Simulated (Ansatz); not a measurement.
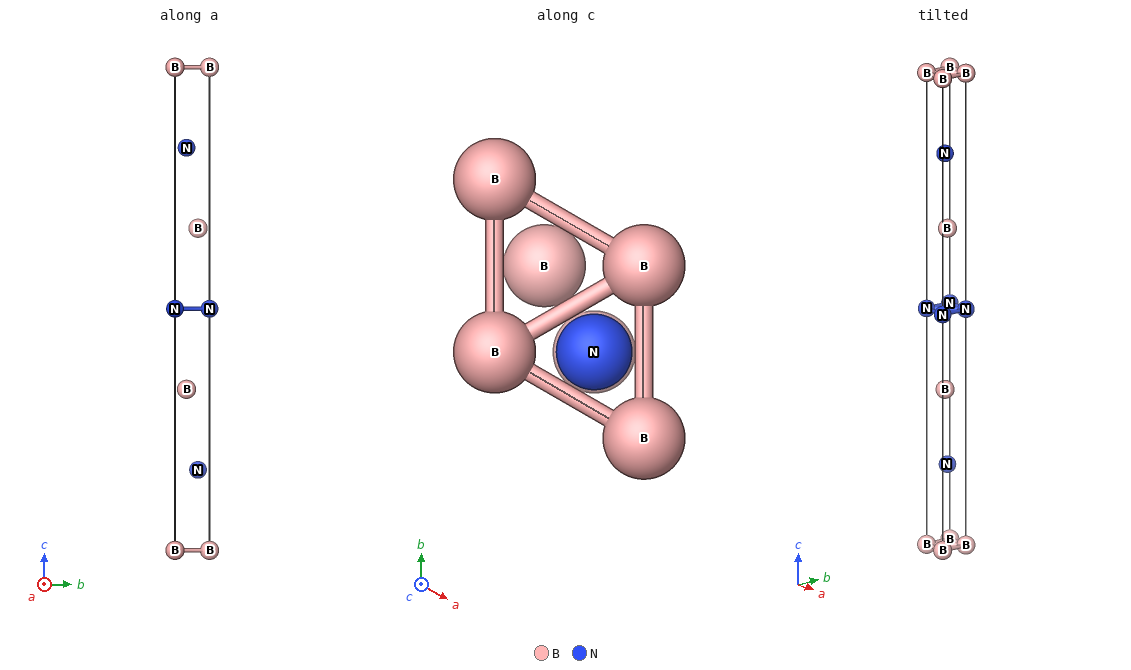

Drawn in the ball-and-stick manner and seen along the a axis, along the c axis and slightly off an axis. The lines enclose the conventional unit cell; boundary atoms appear with their images. Cell: a = 1.816 Å, b = 1.816 Å, c = 22.010 Å, α = 90.00°, β = 90.00°, γ = 120.00°.

What is this?

The stoichiometry is BN. Space group: R-3m (No. 166). Lattice: rhombohedral (trigonal R). The cell comprises 3 formula units: 3 B, 3 N. The B atoms are each bonded to six B at about 1.8 Å. The N atoms are each bonded to six N at about 1.8 Å. The bonds build B and N layers parallel to (001).

Source of the structure: a textbook structure type filled with these elements (whether it is the usual form wasn't checked). Earlier steps of the study may have refined or changed the cell and positions. It was set up as input for a calculation with Ansatz.
